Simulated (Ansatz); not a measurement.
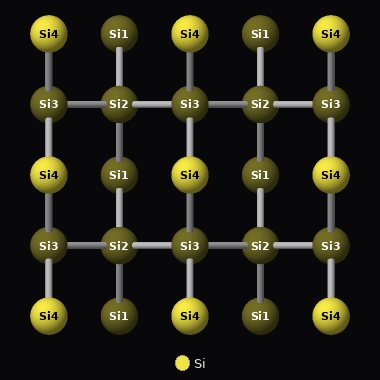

The system is O on a Si(100) slab cut from the Fd-3m phase, its upper half relaxed before the scan (4 atoms of substrate and one adsorbate in a 1 × 1 cell); the picture shows it without the atoms that are moved over the map. O is moved over the surface cell at a fixed height above a rigid substrate; the origin of the map has the adsorbate above Si4; the height is held at 2.50 Å. Places are given modulo a cell vector. The map is drawn in real space over the plane of the surface. The scan uses an 8 × 8 grid; 25 points were computed and 39 follow by symmetry. Energies are in eV, from the lowest grid point. The magnetic moment jumps between some neighbouring points. With one adsorbate in each 1 × 1 cell, its nearest image is 3.8 Å away, so neighbouring adsorbates interact. At a fixed height the lowest place need not be the adsorption site. The calculation used DFT PBE+D3(BJ), scalar-relativistic, plane waves, PAW in Ansatz. Settings: cutoff 420 eV, k-mesh 7×7×1, gaussian smearing 0.05 eV, spin-polarised.

Range: position of O5 along the first surface vector from 0.000 to 0.875; position of O5 along the second surface vector from 0.000 to 0.875.

> What landscape does the calculation give?

The lowest grid point is at the top site over a surface Si atom, (0/8, 0/8) of the cell vectors. The highest grid point, a fourfold hollow over a third-layer Si atom, (4/8, 4/8) of the cell vectors, lies 0.94 eV above the lowest. At the lowest point the adsorbate has 1 Si at 2.50 Å as nearest neighbours, at the highest 4 Si at 3.69 Å.

```
second ↓, first →   0/8   1/8   2/8   3/8   4/8   5/8   6/8   7/8
              7/8  0.13  0.19  0.40  0.60  0.67  0.60  0.40  0.19
              6/8  0.41  0.46  0.61  0.75  0.80  0.75  0.61  0.46
              5/8  0.68  0.72  0.80  0.87  0.91  0.87  0.80  0.72
              4/8  0.78  0.81  0.86  0.92  0.94  0.92  0.86  0.81
              3/8  0.68  0.72  0.80  0.87  0.91  0.87  0.80  0.72
              2/8  0.41  0.46  0.61  0.75  0.80  0.75  0.61  0.46
              1/8  0.13  0.19  0.40  0.60  0.67  0.60  0.40  0.19
              0/8  0.00  0.10  0.32  0.53  0.61  0.53  0.32  0.10
```

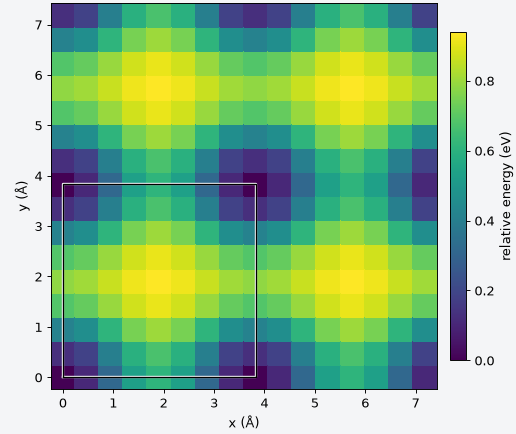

The picture shows one coloured cell a grid point, the outline of one cell of the 2 × 2 shown.

Each point was launched as `ansatz run input.yaml --threads 1 --pin off --max-ram 3072MiB --backend cpu --events-out ev --progress --plain --runs-dir out`. The whole map (25 points run) took 50 min on 1 thread of Arm Neoverse N1, on a shared host.

PAW datasets: the set soft_1.
